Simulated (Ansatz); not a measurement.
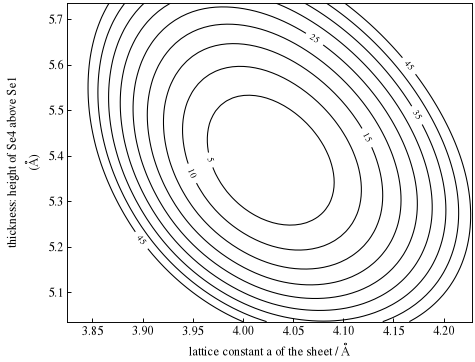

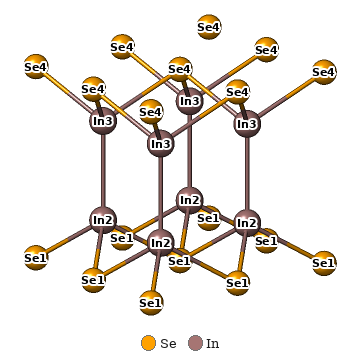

Energy landscape of a two-dimensional sheet of InSe (4 atoms in the cell). The lattice constant and the thickness of a sheet are varied, nothing relaxed. The first coordinate is: lattice constant a of the sheet (both vectors scaled alike); the second: thickness: height of Se4 above Se1, all heights scaled alike. Grid: 7 × 7 points. Points are written as (first, second). All energies are given in meV/atom relative to the lowest grid point. Level of theory: DFT PBE+D3(BJ), scalar-relativistic, plane waves, PAW (Ansatz). Settings: cutoff 420 eV, k-mesh 9×9×1, gaussian smearing 0.02 eV, no spin polarisation.

In the figure: contour lines labelled in meV/atom (none above 45). Between grid points the surface is interpolated. The second picture is the structure at the lowest point.

Where are the wells?

Answer. The lowest grid point is at (4.027 Å, 5.385 Å). No other kind of well shows on this grid. The highest grid point, (3.825 Å, 5.035 Å), lies 147 meV/atom above the lowest. Round the minimum the valley is somewhat tilted: raising the first coordinate shifts the best value of the second coordinate downwards (coupling k₁₂/√(k₁₁k₂₂) about 0.3).

Grid values (meV/atom):

```
second ↓, first →  3.825  3.892  3.960  4.027  4.094  4.161  4.228
            5.735     63     37     27     29     43     66     97
            5.619     57     28     14     14     25     46     76
            5.502     58     24      7      4     12     32     60
            5.385     66     28      7      0      6     23     49
            5.269     83     40     14      4      7     21     45
            5.152    109     61     31     17     16     28     50
            5.035    147     93     58     39     36     44     63
```

The whole map (49 points run) took 18 min on 2 threads of Arm Neoverse N1, on a shared host.

PAW datasets: the set soft_1.
